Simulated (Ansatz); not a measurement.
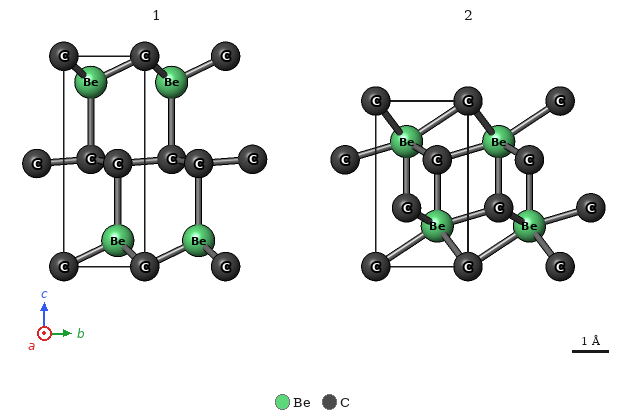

Two geometries of crystalline Be$_{2}$C$_{3}$ (built on the A-type sesquioxide_164 type) (coarse preliminary run), drawn at one scale. One is the start of a relaxation, the other its converged end. A ball-and-stick model of the cell of the calculation, repeated 1 × 2 × 1 with one cell outlined, seen along the a axis.

Theory: DFT r2SCAN, scalar-relativistic, plane waves, PAW (Ansatz). Settings: plane-wave cutoff 500 eV; k-point mesh 6 × 6 × 4; occupations gaussian; smearing width 0.1 eV; no spin polarisation; cell and atoms relaxed; force threshold 0.04 eV/Å; at most 70 steps.

Question: Which one is relaxed?

Answer: Structure 1 is the relaxed one. Case: A-type sesquioxide type (P-3m1, No. 164). After 11 accepted moves (14 points after the start) the energy has fallen by 7.229 eV per cell of the calculation. Largest force component: 1.4 eV/Å at the start, 0.0097 eV/Å at the end. Pressure: −3.01 GPa at the start and −0.08 GPa at the end. The line search rejected the trial step at point 9 of the run. At 2 points the geometry stayed and the basis and grid were re-selected for the new cell (energy shift of 19.6 meV per cell of the calculation at most each time). The largest moves relative to the cell, 0.92 Å, are those of C atoms. By element the largest moves are C 0.92 Å, Be 0.72 Å. Cell: a = b 3.018 → 2.648 Å (−12.2 %), c 4.695 → 5.965 Å (+27.0 %). Volume −2.2 %. Among the contacts that change: Be–C 1.817 → 2.765 Å, C–C 2.211 → 1.534 Å, Be–C 2.088 → 1.698 Å, Be–C 1.878 → 2.185 Å. New bonds form: C–C (2.21 → 1.53 Å). Bonds break: Be–C (1.82 → 2.76 Å). Bond angles that change, for instance: C–Be–C 92.6° → 102.5°, Be–C–Be 87.4° → 77.5°, Be–C–Be 92.6° → 102.5°. The space group stays P-3m1 (No. 164).
